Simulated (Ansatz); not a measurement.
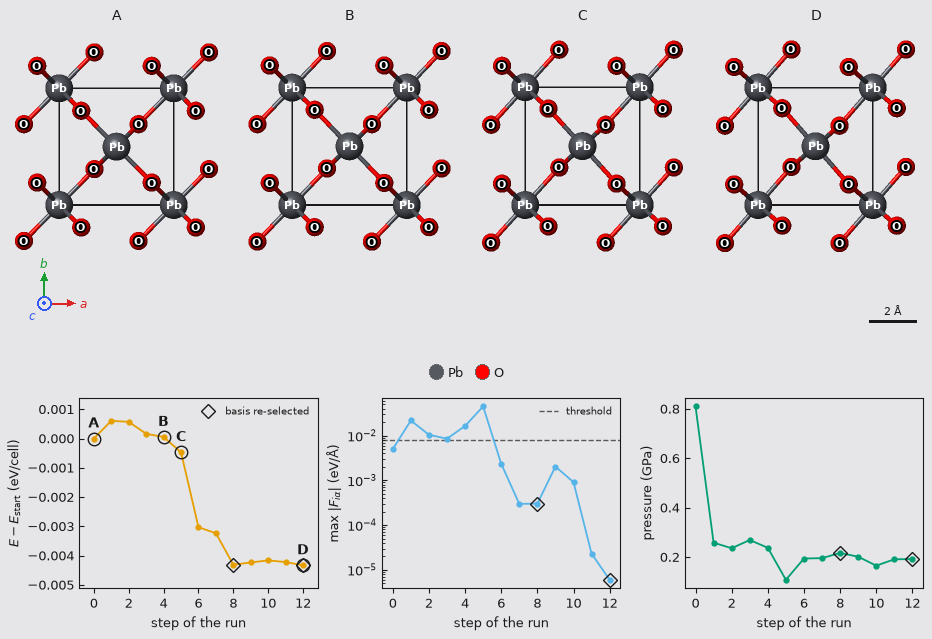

Frames of a relaxation of crystalline PbO2 (set up in Pnnm), marked on the history of the run. Style: ball-and-stick. Shown: the cell of the calculation, along the c axis.

Case: uniaxial strain along a of -1.5 %; b, c and atoms relaxed.

All numbers below come from Ansatz 0.2.0, DFT PBEsol, scalar-relativistic, plane waves, PAW.

The input:
```yaml
crystal:
  lattice:
    - [4.9223017899, 0.0, 0.0]
    - [0.0, 5.016000428, 0.0]
    - [0.0, 0.0, 3.4243502763]
  atoms:
    - { symbol: Pb, position: [0.0, 0.0, 0.0] }
    - { symbol: Pb, position: [0.5, 0.5, 0.5] }
    - { symbol: O, position: [0.3076225152, 0.3076225152, 0.0] }
    - { symbol: O, position: [0.1923774848, 0.8076225152, 0.5] }
    - { symbol: O, position: [0.6923774848, 0.6923774848, 0.0] }
    - { symbol: O, position: [0.8076225152, 0.1923774848, 0.5] }
basis:
  ecutwfc: 420
kpoints:
  mp_grid: { grid: [8, 8, 10] }
hamiltonian:
  xc: pbesol
scf:
  occupations: { method: gaussian, width: 0.1 }
output:
  forces: true
  stress: true
  eigenvalues: true
relax:
  adjacent_minimum: "off"
  f_tol: 0.008
  max_steps: 40
  cell: { stress_tol: 0.015, fix: [a, angles] }
```

Launched with:
```bash
ansatz run input.yaml --threads 1 --pin off --max-ram 2560MiB --backend cpu --events-out ev --progress --plain --runs-dir out
```

Question: What happens along the run?

Answer: The largest moves relative to the cell, 0.12 Å, are those of O3, O4, O5 and O6. O6 goes along [−1 −1 0]. Pb stays in place. Cell: a unchanged at 4.922 Å, b 5.016 → 5.047 Å (+0.6 %), c 3.424 → 3.413 Å (−0.3 %). Volume +0.3 %. Near-neighbour distances that change, for instance: Pb1–O3 2.162 → 2.173 Å. The space group stays Pnnm (No. 58). Over 10 accepted moves (12 points after the start) the energy falls by 4.3 meV per cell of the calculation. The largest force component goes from 0.005 to under 0.0001 eV/Å. Pressure: 0.81 GPa at the start and 0.19 GPa at the end. At 2 points the geometry stayed and the basis and grid were re-selected for the new cell (energy shift of 1.1 meV per cell of the calculation at most each time). The run took 5.4 min on 1 thread of Arm Neoverse V1, on a shared host, peak memory 0.56 GiB. From step 0 to 4: O atoms move most (0.03 Å), volume +0.5 %, energy +0.1 meV per cell of the calculation. From step 4 to 5: O atoms move most (0.05 Å), volume +0.1 %, energy −0.5 meV per cell of the calculation. From step 5 to 12: O atoms move most (0.05 Å), volume −0.3 %, energy −3.9 meV per cell of the calculation.

| step | E − E(0), meV/atom | largest force component, eV/Å | pressure, GPa | volume, Å³/atom | note |
| --- | --- | --- | --- | --- | --- |
| 0 | 0.00 | 0.0050 | 0.81 | 14.091 |  |
| 1 | 0.10 | 0.0218 | 0.26 | 14.147 |  |
| 2 | 0.10 | 0.0105 | 0.24 | 14.151 |  |
| 3 | 0.03 | 0.0086 | 0.27 | 14.147 |  |
| 4 | 0.01 | 0.0165 | 0.24 | 14.155 |  |
| 5 | -0.08 | 0.0451 | 0.11 | 14.170 |  |
| 6 | -0.50 | 0.0024 | 0.19 | 14.131 |  |
| 7 | -0.54 | 0.0003 | 0.20 | 14.125 |  |
| 8 | -0.72 | 0.0003 | 0.22 | 14.125 | same geometry, new basis |
| 9 | -0.71 | 0.0020 | 0.20 | 14.128 |  |
| 10 | -0.69 | 0.0009 | 0.17 | 14.131 |  |
| 11 | -0.70 | 0.0000 | 0.19 | 14.129 |  |
| 12 | -0.72 | 0.0000 | 0.19 | 14.129 | same geometry, new basis |
